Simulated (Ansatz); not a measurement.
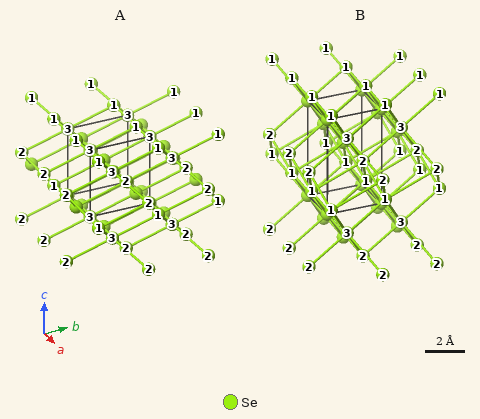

Two geometries of a crystal of Se (a generated structure, set up in C2/m), drawn at one scale. One is the start of a relaxation, the other its converged end. Style: ball-and-stick. Shown: the cell of the calculation, repeated 2 × 1 × 1 with one cell outlined, slightly off an axis.

The calculation used DFT, PAW plane waves, r2SCAN (Ansatz). Set-up: plane-wave cutoff 500 eV; k-point mesh 5 × 5 × 5; occupations fermi dirac; smearing width 0.1 eV; no spin polarisation; cell and atoms relaxed; at most 60 steps.

Which geometry has the lower energy?

Answer. Structure B is the relaxed one. The start is a swapped structure. The largest moves relative to the cell, 0.22 Å, are those of Se1 and Se2. Se2 goes along [1 2 −1]. The volume changes by +13.1 %, with a 4.349 → 3.836 Å (−11.8 %), b 4.450 → 3.991 Å (−10.3 %), c 3.631 → 5.167 Å (+42.3 %), α 91.6° → 92.5°, γ 119.2° → 118.7°. Some distances before and after: Se1–Se2 2.976 → 3.168 Å, Se1–Se2 (another image) 2.786 → 2.600 Å, Se1–Se3 2.845 → 3.022 Å, Se1–Se3 (another image) 2.744 → 2.682 Å. Among the angles between lasting bonds that change: Se2–Se1–Se3 79.0° → 100.9°, Se2–Se1–Se2 102.6° → 95.1°. The space group stays C2/m (No. 12). The energy falls by 0.588 eV per cell of the calculation in 16 accepted moves (20 points after the start). The largest force component goes from 0.25 to 0.0074 eV/Å. The pressure goes from 2.00 to 0.00 GPa. The line search rejected the trial steps at points 7, 10 of the run. The SCF was repeated twice at an unchanged geometry on a basis and grid sized afresh for the cell, which shifted the energy by 24.5 meV per cell of the calculation at most.
